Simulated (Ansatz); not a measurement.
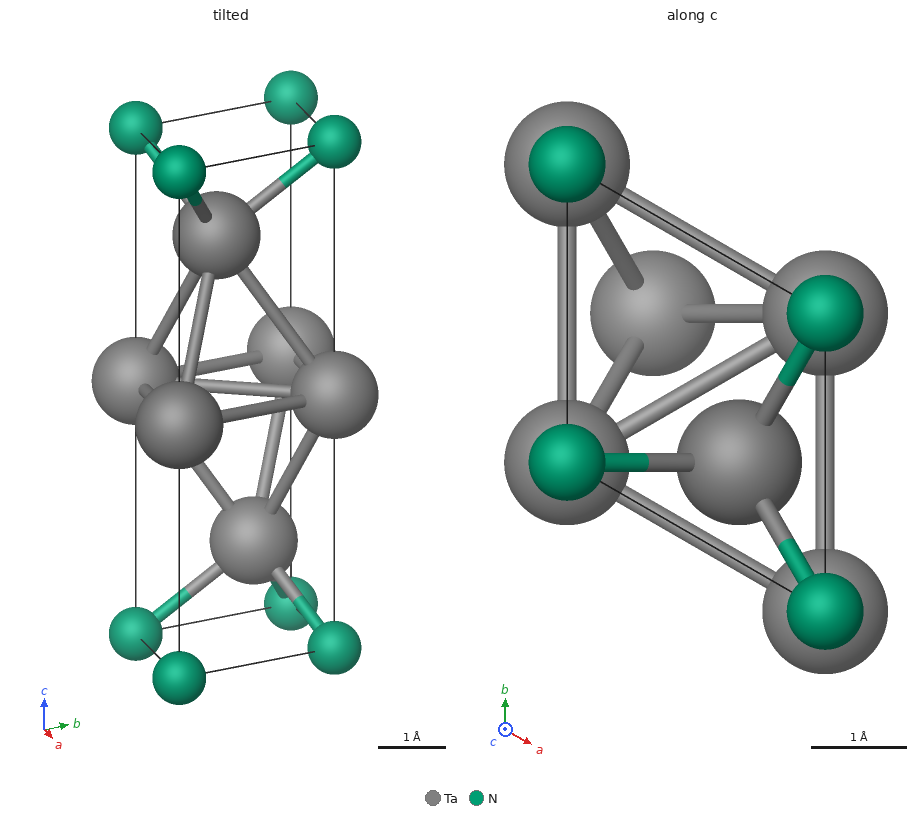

View slightly off an axis and along the c axis, drawn as a ball-and-stick model. The edges of the conventional unit cell are marked.

Its composition is Ta$_{3}$N. Space group: P-3m1 (No. 164). Lattice: primitive hexagonal. With Z = 1, the cell contains 3 Ta, 1 N. Taking every contact within bonding distance, one finds Ta 12 and N 6. Not all metal-metal contacts are counted.

The cell started as a structure listed in the Materials Project. The cell was then strained or its atoms displaced on purpose. An electronic-structure calculation with Ansatz was run on it.

At this level of theory the cell isn't at rest (stretched, at -21 GPa and forces up to 0.6 eV/Å), so its distances can differ from those at equilibrium, the more so the softer the solid.
